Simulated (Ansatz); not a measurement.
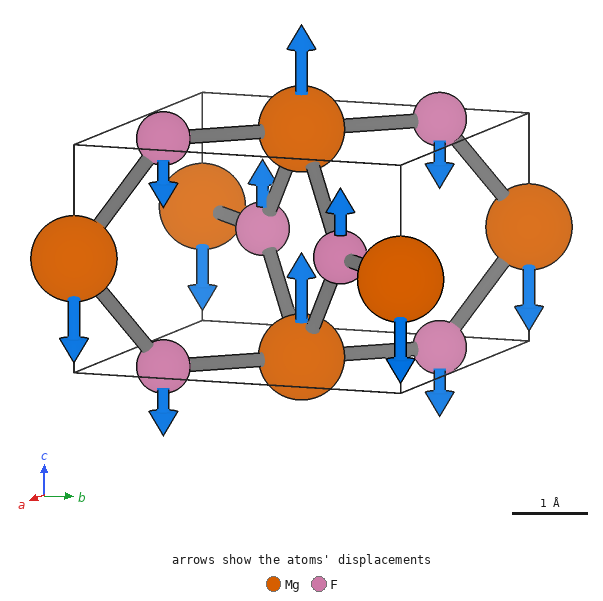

One vibrational mode of crystalline MgF₂ (a generated structure) at the zone centre. The blue arrows give the relative displacements of the atoms. A ball-and-stick model of the cell of the calculation, seen slightly off an axis.

Level of theory: DFT PBE, scalar-relativistic, plane waves, PAW (Ansatz).

Input
```yaml
crystal:
  lattice:
    - [4.6981144437, 0.0, 0.0]
    - [0.0, 4.6981144437, 0.0]
    - [0.0, 0.0, 3.0929100071]
  atoms:
    - { symbol: Mg, position: [0.5, 0.5, 0.0] }
    - { symbol: Mg, position: [0.0, 0.0, 0.5] }
    - { symbol: F, position: [0.6964349804, 0.6964349804, 0.5] }
    - { symbol: F, position: [0.8035650196, 0.1964349804, 0.0] }
    - { symbol: F, position: [0.3035650196, 0.3035650196, 0.5] }
    - { symbol: F, position: [0.1964349804, 0.8035650196, 0.0] }
basis:
  ecutwfc: 420
kpoints:
  mp_grid: { grid: [6, 6, 8] }
hamiltonian:
  xc: pbe
scf:
  occupations: { method: fixed }
output:
  eigenvalues: true
phonons:
  method: dfpt
  dielectric: true
  rigid_motions: translations
  eigenvectors: true
  qmesh: [2, 2, 2]
  temperatures: { t_max: 1000, t_step: 100 }
  qpath:
    path:
      - [[0.0, 0.0, 0.0], [0.0, 0.5, 0.0], [0.5, 0.5, 0.0], [0.0, 0.0, 0.0], [0.0, 0.0, 0.5], [0.0, 0.5, 0.5], [0.5, 0.5, 0.5], [0.0, 0.0, 0.5]]
      - [[0.0, 0.5, 0.0], [0.0, 0.5, 0.5]]
      - [[0.5, 0.5, 0.0], [0.5, 0.5, 0.5]]
    npoints: 8
```

Run as
```bash
ansatz run input.yaml --threads 1 --pin off --max-ram 2560MiB --backend cpu --events-out ev --progress --plain --runs-dir out
```

Frequencies are those without the non-analytic (LO–TO) term.

### Describe the mode and give its frequency.

This is the B₁u mode at 199 cm⁻¹, optical level 2 of 11, counted from below, silent by symmetry (neither infrared- nor Raman-active). All motion is along c; atoms of one kind move against one another, with no net shift of any sublattice; it mainly bends the F–Mg bonds; the kinetic energy is shared as Mg 57 %, F 43 %.
